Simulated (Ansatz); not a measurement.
# Geometry relaxation of ZnInGaO₄ (part 2 of 2)

The same run, continued: ZnInGaO₄ (R3m, 7 atoms in the cell); DFT PBEsol, scalar-relativistic, plane waves, PAW, no spin polarisation (Ansatz 0.2.0); cutoff 420 eV, 12×12×12 k-mesh, Gaussian smearing of 0.02 eV. The structure derives from a Materials Project entry.

Geometry of the input (Å; fractional positions):
```
1.6803  0.9701  8.7134
-1.6803  0.9701  8.7134
0.0000  -1.9403  8.7134
Zn 0.2184  0.2184  0.2184
In 0.0028  0.0028  0.0028
Ga 0.7870  0.7870  0.7870
O  0.2951  0.2951  0.2951
O  0.7114  0.7114  0.7114
O  0.1217  0.1217  0.1217
O  0.8636  0.8636  0.8636
```

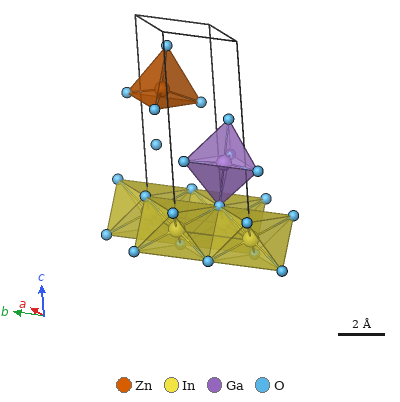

The geometry at step 3 of the log (polyhedral view of the reduced cell, seen at an oblique angle; polyhedra are completed across the faces of the cell).

What the program printed, continued
```
SCF iter   1: F=—  HF=-14794.590881 eV  |F-HF|=—  |Δ(HF+E_count)|=         —  Δρ=2.14e-4  dr2=1.21e-5  ethr=1.92e-8  ⟨swp⟩=2.5  Hψ=30759  notcnv=0
preconditioner: auto → Resta (q_TF=auto, 2.605 Å⁻¹)  ε∞=5.3  [insulator: Δε(μ)=1.171 eV  Ē_g=15.562 eV  σ=0.020 eV  W_gap=1.00  n_scr=30 (ndim 8)  ℏωp=32.3 eV  f_vac=0.038  D(μ)=0.00/eV (n_scr^D=0)  ε∞_Penn≈5.3]
SCF iter   2: F=—  HF=-14794.590870 eV  |F-HF|=—  |Δ(HF+E_count)|=   1.17e-5  Δρ=1.07e-4  dr2=2.98e-6  ethr=1.92e-8  ⟨swp⟩=2.0  Hψ=12522  notcnv=0
SCF iter   3: F=—  HF=-14794.590869 eV  |F-HF|=—  |Δ(HF+E_count)|=   4.47e-7  Δρ=3.02e-5  dr2=8.28e-7  ethr=4.80e-9  ⟨swp⟩=2.0  Hψ=13021  notcnv=0
SCF iter   4: F=-14794.590869 eV  HF=-14794.590869 eV  |F-HF|=3.45e-8  |Δ(HF+E_count)|=   1.55e-7  Δρ=6.59e-6  dr2=5.55e-8  ethr=9.31e-11  ⟨swp⟩=6.3  Hψ=47040  notcnv=0
SCF 6 converged in 4 iterations: F = -14794.590869 eV  dr2 = 5.55e-8
relax step   6: F+E_penalty+E_count = -14794.59086892 eV  Δ(F+E_penalty+E_count) = -9.294e-5 eV  max|allowed force component| = 3.728e-3 eV/Å  Δτ_max = 0.0024 Å  P = -0.005 GPa  Ω = 81.800 Å³  energy of the carried Pulay correction = +1.570e-2 eV  (4 SCF iters, dr2 threshold 5.77e-8 eV, accepted)
Initial wavefunctions: pseudopotential atomic-orbital guess (no wavefunctions were taken with the density)
iter 1 solved again at ethr=6.48e-8 eV; its pass at ethr=3.10e-3 eV (dr2=4.02e-5 eV) is discarded
SCF iter   1: F=—  HF=-14794.577738 eV  |F-HF|=—  |Δ(HF+E_count)|=         —  Δρ=3.34e-4  dr2=1.36e-5  ethr=6.48e-8  ⟨swp⟩=3.1  Hψ=48588  notcnv=0
preconditioner: auto → Resta (q_TF=auto, 2.605 Å⁻¹)  ε∞=5.3  [insulator: Δε(μ)=1.169 eV  Ē_g=15.562 eV  σ=0.020 eV  W_gap=1.00  n_scr=30 (ndim 8)  ℏωp=32.3 eV  f_vac=0.038  D(μ)=0.00/eV (n_scr^D=0)  ε∞_Penn≈5.3]
SCF iter   2: F=—  HF=-14794.577736 eV  |F-HF|=—  |Δ(HF+E_count)|=   1.72e-6  Δρ=1.76e-4  dr2=6.00e-6  ethr=2.19e-8  ⟨swp⟩=2.0  Hψ=12710  notcnv=0
SCF iter   3: F=—  HF=-14794.577739 eV  |F-HF|=—  |Δ(HF+E_count)|=   2.81e-6  Δρ=6.17e-5  dr2=4.33e-7  ethr=9.67e-9  ⟨swp⟩=2.0  Hψ=10126  notcnv=0
SCF iter   4: F=—  HF=-14794.577740 eV  |F-HF|=—  |Δ(HF+E_count)|=   1.22e-6  Δρ=1.33e-5  dr2=8.88e-8  ethr=6.99e-10  ⟨swp⟩=2.0  Hψ=13041  notcnv=0
SCF iter   5: F=—  HF=-14794.577740 eV  |F-HF|=—  |Δ(HF+E_count)|=   4.28e-8  Δρ=2.81e-6  dr2=2.99e-9  ethr=1.43e-10  ⟨swp⟩=2.0  Hψ=10310  notcnv=0
SCF iter   6: F=—  HF=-14794.577740 eV  |F-HF|=—  |Δ(HF+E_count)|=   7.36e-9  Δρ=1.41e-6  dr2=6.52e-10  ethr=4.82e-12  ⟨swp⟩=2.0  Hψ=13041  notcnv=0
SCF iter   7: F=—  HF=-14794.577740 eV  |F-HF|=—  |Δ(HF+E_count)|=  1.84e-10  Δρ=6.35e-7  dr2=1.73e-10  ethr=1.05e-12  ⟨swp⟩=2.0  Hψ=13041  notcnv=0
SCF iter   8: F=-14794.577740 eV  HF=-14794.577740 eV  |F-HF|=2.36e-11  |Δ(HF+E_count)|=  4.00e-11  Δρ=2.40e-7  dr2=3.19e-11  ethr=1.00e-12  ⟨swp⟩=6.0  Hψ=32552  notcnv=0
SCF 7 converged in 8 iterations: F = -14794.577740 eV  dr2 = 3.19e-11
relax step   7: F+E_penalty+E_count = -14794.57773995 eV  Δ(F+E_penalty+E_count) = +1.313e-2 eV  max|allowed force component| = 3.650e-3 eV/Å  Δτ_max = 0.0000 Å  P = -0.246 GPa  Ω = 81.800 Å³  stress off target by 2.58e-1 GPa  SCF on the basis re-selected at this cell (its energy is not comparable with the rows above)  (8 SCF iters)
basis re-selected at this cell: Δ(F+E_penalty+E_count) = +1.313e-2 eV, ΔP = -0.240 GPa vs the last step (what re-selecting the basis moved, of the pressure what is left beyond the Pulay correction that the steps carried, after the strain that the cell walked since its last selection, with what the two solves' SCF thresholds leave and, on support functions, any second-order correction that the steps lacked; it is no measure of the basis error at this ecutwfc). This SCF's stress stands 2.58e-1 GPa from its target on what of the cell is left free (relax.cell.stress_tol is 5.00e-2 GPa) and its largest allowed force component is 3.65e-3 eV/Å (relax.f_tol is 5.00e-3 eV/Å): not within both, so this SCF does not close the relaxation
Crystal: 7 atoms, lattice volume = 81.679 Å³
iter 1 solved again at ethr=5.09e-8 eV; its pass at ethr=3.10e-3 eV (dr2=3.15e-5 eV) is discarded
SCF iter   1: F=—  HF=-14794.578418 eV  |F-HF|=—  |Δ(HF+E_count)|=         —  Δρ=2.09e-4  dr2=3.13e-5  ethr=5.09e-8  ⟨swp⟩=2.0  Hψ=32073  notcnv=0
preconditioner: auto → Resta (q_TF=auto, 2.606 Å⁻¹)  ε∞=5.3  [insulator: Δε(μ)=1.176 eV  Ē_g=15.575 eV  σ=0.020 eV  W_gap=1.00  n_scr=30 (ndim 8)  ℏωp=32.4 eV  f_vac=0.037  D(μ)=0.00/eV (n_scr^D=0)  ε∞_Penn≈5.3]
SCF iter   2: F=—  HF=-14794.578400 eV  |F-HF|=—  |Δ(HF+E_count)|=   1.82e-5  Δρ=5.96e-5  dr2=3.13e-6  ethr=5.05e-8  ⟨swp⟩=2.3  Hψ=11405  notcnv=0
SCF iter   3: F=—  HF=-14794.578400 eV  |F-HF|=—  |Δ(HF+E_count)|=   3.55e-7  Δρ=3.09e-5  dr2=1.17e-6  ethr=5.05e-9  ⟨swp⟩=2.4  Hψ=10434  notcnv=0
SCF iter   4: F=—  HF=-14794.578400 eV  |F-HF|=—  |Δ(HF+E_count)|=   3.86e-8  Δρ=1.90e-5  dr2=2.03e-7  ethr=1.88e-9  ⟨swp⟩=2.0  Hψ=10126  notcnv=0
SCF iter   5: F=-14794.578400 eV  HF=-14794.578400 eV  |F-HF|=8.01e-9  |Δ(HF+E_count)|=   2.13e-8  Δρ=5.75e-6  dr2=2.35e-8  ethr=2.68e-10  ⟨swp⟩=8.0  Hψ=44588  notcnv=0
SCF 8 converged in 5 iterations: F = -14794.578400 eV  dr2 = 2.35e-8
relax step   8: F+E_penalty+E_count = -14794.57839978 eV  Δ(F+E_penalty+E_count) = -6.598e-4 eV  max|allowed force component| = 1.244e-3 eV/Å  Δτ_max = 0.0004 Å  P = +0.011 GPa  Ω = 81.679 Å³  energy of the carried Pulay correction = +5.701e-4 eV  (5 SCF iters, dr2 threshold 1.66e-7 eV, accepted)
iter 1 solved again at ethr=6.13e-8 eV; its pass at ethr=3.10e-3 eV (dr2=3.80e-5 eV) is discarded
SCF iter   1: F=—  HF=-14794.577857 eV  |F-HF|=—  |Δ(HF+E_count)|=         —  Δρ=1.53e-5  dr2=4.93e-8  ethr=6.13e-8  ⟨swp⟩=3.0  Hψ=48626  notcnv=0
preconditioner: auto → Resta (q_TF=auto, 2.606 Å⁻¹)  ε∞=5.3  [insulator: Δε(μ)=1.173 eV  Ē_g=15.573 eV  σ=0.020 eV  W_gap=1.00  n_scr=30 (ndim 8)  ℏωp=32.4 eV  f_vac=0.037  D(μ)=0.00/eV (n_scr^D=0)  ε∞_Penn≈5.3]
SCF iter   2: F=—  HF=-14794.577849 eV  |F-HF|=—  |Δ(HF+E_count)|=   8.55e-6  Δρ=8.68e-6  dr2=2.56e-8  ethr=7.96e-11  ⟨swp⟩=2.1  Hψ=13060  notcnv=0
SCF iter   3: F=—  HF=-14794.577849 eV  |F-HF|=—  |Δ(HF+E_count)|=   1.10e-8  Δρ=3.69e-6  dr2=6.06e-9  ethr=4.13e-11  ⟨swp⟩=2.0  Hψ=9393  notcnv=0
SCF iter   4: F=—  HF=-14794.577849 eV  |F-HF|=—  |Δ(HF+E_count)|=   5.24e-9  Δρ=1.32e-6  dr2=1.08e-9  ethr=9.77e-12  ⟨swp⟩=2.0  Hψ=10439  notcnv=0
SCF iter   5: F=—  HF=-14794.577849 eV  |F-HF|=—  |Δ(HF+E_count)|=  4.18e-11  Δρ=5.54e-7  dr2=2.92e-10  ethr=1.74e-12  ⟨swp⟩=2.0  Hψ=10368  notcnv=0
SCF iter   6: F=-14794.577849 eV  HF=-14794.577849 eV  |F-HF|=2.55e-11  |Δ(HF+E_count)|=  2.24e-10  Δρ=2.11e-7  dr2=2.98e-11  ethr=1.00e-12  ⟨swp⟩=4.8  Hψ=37981  notcnv=0
SCF 9 converged in 6 iterations: F = -14794.577849 eV  dr2 = 2.98e-11
relax step   9: F+E_penalty+E_count = -14794.57784882 eV  Δ(F+E_penalty+E_count) = +5.510e-4 eV  max|allowed force component| = 1.202e-3 eV/Å  Δτ_max = 0.0000 Å  P = +0.005 GPa  Ω = 81.679 Å³  stress off target by 1.82e-2 GPa  SCF on the basis re-selected at this cell (its energy is not comparable with the rows above)  (6 SCF iters)
basis re-selected at this cell: Δ(F+E_penalty+E_count) = +5.510e-4 eV, ΔP = -0.006 GPa vs the last step (what re-selecting the basis moved, of the pressure what is left beyond the Pulay correction that the steps carried, after the strain that the cell walked since its last selection, with what the two solves' SCF thresholds leave and, on support functions, any second-order correction that the steps lacked; it is no measure of the basis error at this ecutwfc). This SCF's stress stands 1.82e-2 GPa from its target on what of the cell is left free (relax.cell.stress_tol is 5.00e-2 GPa) and its largest allowed force component is 1.20e-3 eV/Å (relax.f_tol is 5.00e-3 eV/Å): within both
SCF converged after 6 iterations
Free energy (F): -14794.577849 eV
Harris-Foulkes:  -14794.577849 eV  (|F-HF|=2.55e-11)
Internal energy: -14794.577849 eV  (E = F + TS)
E sigma→0 (E₀):  -14794.577849 eV
Fermi energy:    8.907193 eV
--- Per-component energies (eV) ---
  E_band       = 15.263322
  E_kinetic    = 1192.311237
  E_local      = -5825.959299  (includes V_loc(G=0)·N_el)
  E_nonlocal   = 1621.298201
  E_hartree    = 2446.373486
  E_xc         = -704.867596
  E_vxc        = -579.936089  (∫ρ·V_xc dr)
  E_paw        = -8453.676577  (= ΣΔE_a)
  E_vpaw       = -1285.206496  (= ΣTr[D̂ρ^β])
  E_aug_tail   = 0.009067  (compensation charges beyond the density's cutoff)
  E_ewald      = -5072.103756
  E_core_change = 2.037387  (= ΣΔE_core)
  E_smearing   = -0.000000  (= −TS)
  E_closure    = 0.000000  (closes the sum)
  Σ components = -14794.577849   (vs F -14794.577849, Δ=0.00e0)
--- Forces (eV/Å), atoms counted from 1 ---
  atom   1  Zn     0.00000000     0.00000000    -0.00090248
  atom   2  In    -0.00000000    -0.00000000     0.00120122
  atom   3  Ga    -0.00000000    -0.00000000     0.00061515
  atom   4  O      0.00000000     0.00000000    -0.00073156
  atom   5  O     -0.00000000    -0.00000000     0.00010040
  atom   6  O     -0.00000000    -0.00000000    -0.00050214
  atom   7  O      0.00000000     0.00000000     0.00021654
  max |Σ_I F_I| component: 2.88e-6 eV/Å
--- Stress (GPa, compression-positive) ---
       -0.001043       0.000000      -0.000000
        0.000000      -0.001043      -0.000000
       -0.000000      -0.000000       0.018198
  P = ⅓ Tr σ = 0.0054 GPa (0.054 kbar)
--- Band table (eV; the first three rows and the last of 189) ---
  k-point 0: bands = ["-10.4230", "-9.4777", "-8.8658", "-8.3948", "-5.1276", "-5.1276", "-4.6965", "-4.6965", "-4.3920", "-4.3594", "-4.3594", "-4.0520", "-3.9665", "-3.9665", "3.1599", "3.1665", "3.2270", "3.2270", "4.3247", "4.3247", "4.6518", "5.7803", "5.7803", "6.0535", "6.8811", "6.8811", "7.5203", "7.5203", "7.7546", "8.3204", "8.3204", "9.4934", "12.6818", "13.2943", "14.0109", "18.4565", "18.4565", "18.8468"]
  k-point 1: bands = ["-10.3771", "-9.4376", "-8.8476", "-8.4289", "-5.1154", "-5.1114", "-4.7043", "-4.6973", "-4.4333", "-4.3358", "-4.2700", "-4.0423", "-3.9693", "-3.9465", "3.1006", "3.2040", "3.2259", "3.2537", "4.1965", "4.3207", "4.5646", "5.6803", "5.6833", "6.0303", "6.7280", "6.7989", "7.3587", "7.5267", "7.7039", "8.1224", "8.2621", "10.0219", "12.7906", "13.4513", "14.2822", "18.0742", "18.6485", "18.7433"]
  k-point 2: bands = ["-10.2486", "-9.3278", "-8.8018", "-8.5128", "-5.0750", "-5.0666", "-4.7248", "-4.6997", "-4.4378", "-4.2751", "-4.1772", "-4.0413", "-3.9714", "-3.8275", "2.8770", "3.1588", "3.3265", "3.3575", "3.8872", "4.3117", "4.4059", "5.3750", "5.4341", "5.8190", "6.4961", "6.5753", "7.0506", "7.5316", "7.5587", "7.9218", "8.1064", "11.0285", "13.0710", "13.8269", "14.9561", "17.4021", "18.2092", "19.1779"]
  k-point 188: bands = ["-10.3994", "-9.5601", "-8.8127", "-8.3777", "-5.1275", "-5.1275", "-4.6965", "-4.6965", "-4.4501", "-4.3594", "-4.3594", "-4.0064", "-3.9664", "-3.9664", "2.8238", "3.2274", "3.2274", "3.6100", "4.3279", "4.3279", "4.5530", "5.7573", "5.7573", "6.4757", "6.8761", "6.9307", "6.9307", "7.4933", "7.4933", "8.3177", "8.3177", "10.9061", "11.2258", "13.5503", "14.3097", "18.4671", "18.4671", "18.5969"]
--- Relaxed structure (7 steps of the walk, 7 accepted, 2 SCFs on fresh bases) ---
  F+E_penalty+E_count = -14794.57784882 eV   max|allowed force component| = 1.202e-3 eV/Å   (the final SCF, on the basis selected at the relaxed cell)
  cell:  # Å, volume = 81.6792 Å³
    - [1.6574560792203847, 0.9569327135078705, 8.582949516532684]
    - [-1.6574560792203847, 0.9569327135078705, 8.582949516532684]
    - [-8.239500472555385e-18, -1.9138654270157431, 8.582949516532684]
  atoms:
    - { symbol: Zn, position: [0.21868560615003843, 0.21868560615003843, 0.2186856061500385] }
    - { symbol: In, position: [0.0029372038912683, 0.0029372038912683, 0.0029372038912683007] }
    - { symbol: Ga, position: [0.7871363314453399, 0.7871363314453399, 0.7871363314453401] }
    - { symbol: O, position: [0.2950896919136032, 0.2950896919136032, 0.29508969191360324] }
    - { symbol: O, position: [0.7112393126810355, 0.7112393126810355, 0.7112393126810355] }
    - { symbol: O, position: [0.12117668167545792, 0.12117668167545792, 0.12117668167545795] }
    - { symbol: O, position: [0.8637361722432569, 0.8637361722432569, 0.863736172243257] }
```

Trajectory as extended XYZ (Å, eV, eV/Å), 9 frames, from step=1 to step=9
```
7
Lattice="1.6803 0.9701 8.7134 -1.6803 0.9701 8.7134 0.0000 -1.9403 8.7134" Properties=species:S:1:pos:R:3:forces:R:3 step=1 energy=-14794.50089 pressure_GPa=-6.65
Zn    0.0000    0.0000    5.7086    0.0000   0.0000   0.0061
In    0.0000    0.0000    0.0724    0.0000   0.0000   0.0599
Ga    0.0000    0.0000   20.5732    0.0000   0.0000   0.0375
O     0.0000    0.0000    7.7151    0.0000   0.0000   0.0524
O     0.0000    0.0000   18.5951    0.0000   0.0000  -0.0698
O     0.0000    0.0000    3.1817    0.0000   0.0000  -0.0403
O     0.0000    0.0000   22.5747    0.0000   0.0000  -0.0458
7
Lattice="1.6665 0.9622 8.5860 -1.6665 0.9622 8.5860 0.0000 -1.9243 8.5860" Properties=species:S:1:pos:R:3:forces:R:3 step=2 energy=-14794.57819 pressure_GPa=-1.59
Zn    0.0000    0.0000    5.6316    0.0000   0.0000   0.0697
In    0.0000    0.0000    0.0758    0.0000   0.0000  -0.0123
Ga    0.0000    0.0000   20.2667    0.0000   0.0000   0.0306
O     0.0000    0.0000    7.6208    0.0000   0.0000  -0.2670
O     0.0000    0.0000   18.3053    0.0000   0.0000   0.2494
O     0.0000    0.0000    3.1226    0.0000   0.0000  -0.0261
O     0.0000    0.0000   22.2514    0.0000   0.0000  -0.0444
7
Lattice="1.6571 0.9567 8.5870 -1.6571 0.9567 8.5870 0.0000 -1.9135 8.5870" Properties=species:S:1:pos:R:3:forces:R:3 step=3 energy=-14794.59087 pressure_GPa=0.25
Zn    0.0000    0.0000    5.6265    0.0000   0.0000   0.0562
In    0.0000    0.0000    0.0749    0.0000   0.0000   0.0074
Ga    0.0000    0.0000   20.2777    0.0000   0.0000   0.0123
O     0.0000    0.0000    7.6001    0.0000   0.0000   0.0047
O     0.0000    0.0000   18.3281    0.0000   0.0000  -0.0817
O     0.0000    0.0000    3.1259    0.0000   0.0000  -0.0029
O     0.0000    0.0000   22.2501    0.0000   0.0000   0.0043
7
Lattice="1.6585 0.9575 8.5841 -1.6585 0.9575 8.5841 0.0000 -1.9151 8.5841" Properties=species:S:1:pos:R:3:forces:R:3 step=4 energy=-14794.59080 pressure_GPa=0.01
Zn    0.0000    0.0000    5.6279    0.0000   0.0000   0.0280
In    0.0000    0.0000    0.0741    0.0000   0.0000   0.0123
Ga    0.0000    0.0000   20.2695    0.0000   0.0000   0.0163
O     0.0000    0.0000    7.6001    0.0000   0.0000  -0.0219
O     0.0000    0.0000   18.3170    0.0000   0.0000  -0.0144
O     0.0000    0.0000    3.1238    0.0000   0.0000  -0.0085
O     0.0000    0.0000   22.2442    0.0000   0.0000  -0.0118
7
Lattice="1.6584 0.9575 8.5864 -1.6584 0.9575 8.5864 0.0000 -1.9150 8.5864" Properties=species:S:1:pos:R:3:forces:R:3 step=5 energy=-14794.59078 pressure_GPa=-0.02
Zn    0.0000    0.0000    5.6333    0.0000   0.0000   0.0040
In    0.0000    0.0000    0.0756    0.0000   0.0000   0.0304
Ga    0.0000    0.0000   20.2766    0.0000   0.0000  -0.0199
O     0.0000    0.0000    7.6027    0.0000   0.0000  -0.0244
O     0.0000    0.0000   18.3218    0.0000   0.0000  -0.0221
O     0.0000    0.0000    3.1190    0.0000   0.0000   0.0228
O     0.0000    0.0000   22.2486    0.0000   0.0000   0.0092
7
Lattice="1.6583 0.9574 8.5869 -1.6583 0.9574 8.5869 0.0000 -1.9148 8.5869" Properties=species:S:1:pos:R:3:forces:R:3 step=6 energy=-14794.59087 pressure_GPa=-0.01
Zn    0.0000    0.0000    5.6335    0.0000   0.0000  -0.0018
In    0.0000    0.0000    0.0758    0.0000   0.0000   0.0038
Ga    0.0000    0.0000   20.2772    0.0000   0.0000   0.0005
O     0.0000    0.0000    7.6021    0.0000   0.0000  -0.0017
O     0.0000    0.0000   18.3221    0.0000   0.0000  -0.0031
O     0.0000    0.0000    3.1215    0.0000   0.0000  -0.0004
O     0.0000    0.0000   22.2501    0.0000   0.0000   0.0030
7
Lattice="1.6583 0.9574 8.5869 -1.6583 0.9574 8.5869 0.0000 -1.9148 8.5869" Properties=species:S:1:pos:R:3:forces:R:3 step=7 energy=-14794.57774 pressure_GPa=-0.25
Zn    0.0000    0.0000    5.6335    0.0000   0.0000  -0.0018
In    0.0000    0.0000    0.0758    0.0000   0.0000   0.0037
Ga    0.0000    0.0000   20.2772    0.0000   0.0000  -0.0001
O     0.0000    0.0000    7.6021    0.0000   0.0000  -0.0023
O     0.0000    0.0000   18.3221    0.0000   0.0000  -0.0027
O     0.0000    0.0000    3.1215    0.0000   0.0000   0.0002
O     0.0000    0.0000   22.2501    0.0000   0.0000   0.0031
7
Lattice="1.6575 0.9569 8.5830 -1.6575 0.9569 8.5830 0.0000 -1.9139 8.5830" Properties=species:S:1:pos:R:3:forces:R:3 step=8 energy=-14794.57840 pressure_GPa=0.01
Zn    0.0000    0.0000    5.6309    0.0000   0.0000  -0.0009
In    0.0000    0.0000    0.0756    0.0000   0.0000   0.0012
Ga    0.0000    0.0000   20.2679    0.0000   0.0000   0.0006
O     0.0000    0.0000    7.5982    0.0000   0.0000  -0.0007
O     0.0000    0.0000   18.3136    0.0000   0.0000   0.0001
O     0.0000    0.0000    3.1202    0.0000   0.0000  -0.0005
O     0.0000    0.0000   22.2402    0.0000   0.0000   0.0002
7
Lattice="1.6575 0.9569 8.5830 -1.6575 0.9569 8.5830 0.0000 -1.9139 8.5830" Properties=species:S:1:pos:R:3:forces:R:3 step=9 energy=-14794.57785 pressure_GPa=0.01
Zn    0.0000    0.0000    5.6309    0.0000   0.0000  -0.0009
In    0.0000    0.0000    0.0756    0.0000   0.0000   0.0012
Ga    0.0000    0.0000   20.2679    0.0000   0.0000   0.0006
O     0.0000    0.0000    7.5982    0.0000   0.0000  -0.0007
O     0.0000    0.0000   18.3136    0.0000   0.0000   0.0001
O     0.0000    0.0000    3.1202    0.0000   0.0000  -0.0005
O     0.0000    0.0000   22.2402    0.0000   0.0000   0.0002
```

Summary

```tsv
quantity	value
outcome	converged
space group (tolerance 0.01 Å)	R3m (160)
electrons treated	62
free energy	−14794.5778 eV
Fermi energy	8.907 eV
gap on the k-point mesh	1.17 eV
pressure	0.01 GPa
final volume	81.68 Å³
largest force (length of the vector) at the end	0.001 eV/Å
final cell	a = 8.794 Å, b = 8.794 Å, c = 8.794 Å, α = 21.73°, β = 21.73°, γ = 21.73°
hardware	2 threads of Arm Neoverse V1, 24 GiB of memory available, shared host
wall time	6.5 min (CPU time 13 min)
peak memory	0.76 GiB
```
